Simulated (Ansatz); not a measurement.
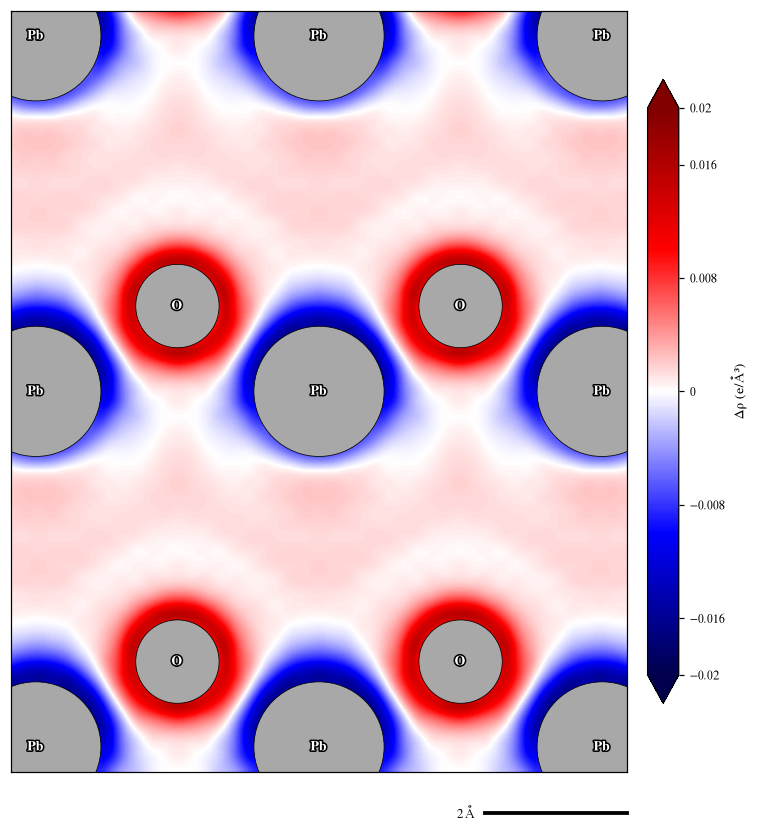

PbO. Difference of the valence pseudo-densities of two functionals at the same geometry, on the (100) plane of the calculation cell: r2SCAN0 less B3LYP.

Both computed with Ansatz (plane waves, PAW), on the same k-point mesh. Grey discs cover the atomic cores.

**What does the difference map show?**

Against B3LYP, r2SCAN0 gives less density around Pb (−0.009 e/Å³ on average at 1.1 Å from the nucleus), more density around O (+0.013 e/Å³ on average at 0.7 Å from the nucleus) and a change of −0.006 e/Å³ at the midpoint of Pb–O.
